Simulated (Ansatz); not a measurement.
# Direct or indirect: CdF2 sheet (P-3m1)

```xyz
3
Lattice="3.4314 0.9148 0.0000 0.9196 3.4301 0.0000 0.0000 0.0000 28.1284" Properties=species:S:1:pos:R:3 pbc="T T T"
Cd    0.9009    1.3154    9.4111
F    -0.5495   -0.1330    8.4160
F     2.3511    2.7637   10.4058
```

Method: Ansatz, PBE, independent particles, without spin-orbit coupling, line width 0.1 eV (Gaussian). The band structure gives a fundamental gap of 3.87 eV. The spectrum of vertical transitions near the edge:

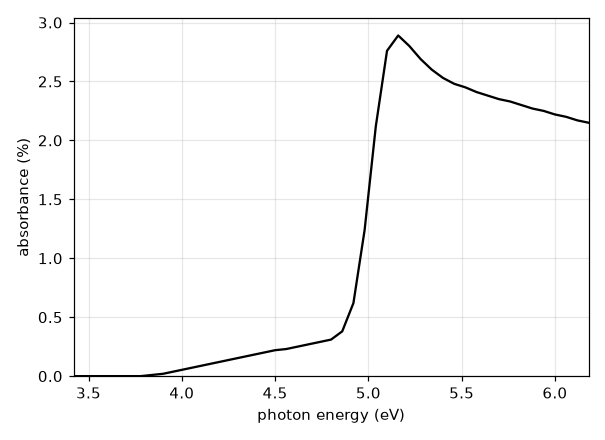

Problem. Is the gap direct or indirect, and about where do vertical transitions set in?

Solution. Direct: the band path has its least direct gap at the fundamental one, 3.87 eV, and the curves rise from there. Lines are broadened by 0.1 eV, which spreads the edge. Along the first axis the transitions at the gap are weak, so the curve there climbs slowly.

Cells made by substitution are models, which may or may not match a known phase.

[Logs are printed without paths, hosts, clocks, repeated set-up lines and the standing remarks that a program may print on its own settings, such as how far it seeks lower states.]
